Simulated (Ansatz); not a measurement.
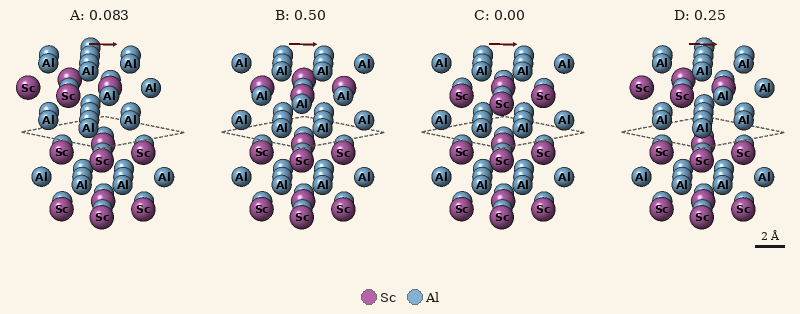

A scan of crystalline ScAl3 (Pm-3m): the crystal above a cut along the (1 0 0) plane of the conventional cell (between a plane of Al/Sc below and one of Al above, 2.04 Å apart) is slid rigidly by fractions of an in-plane lattice vector 5.76 Å long (a generalised stacking fault). One cut stands in each cell, which starts 12.2 Å high; nothing is relaxed, and the dashed outline marks the cut, the arrow on top the direction of slip. Style: spheres-only. Shown: the layers on both sides of the cut, from the side, nearly along the cut plane.

These are results of Ansatz 0.2.0, DFT PBEsol, scalar-relativistic, plane waves, PAW, not measurements. Settings: plane-wave cutoff 420 eV; k-point mesh 12 × 12 × 4; occupations gaussian; smearing width 0.15 eV; no spin polarisation. Energies (free energies at the smearing named) are counted from the relaxed crystal.

Question: Rank the frames from lowest to highest energy.

Answer: Lowest first: C (the slip 0.00, 0 mJ/m²), A (the slip 0.083, 404 mJ/m²), B (the slip 0.50, 574 mJ/m²), D (the slip 0.25, 1837 mJ/m²). Over the whole scan: the curve starts and ends at zero, since a full lattice vector restores the crystal. Its highest computed point is 1837 mJ/m² at slip 0.25 and 0.75. The local minimum at 0.50 (574 mJ/m²) is a metastable fault on this line; the lower of the two humps that part it from the perfect crystal is 1837 mJ/m² high. The path is symmetric about half-way. Relaxation across the fault would lower the values.
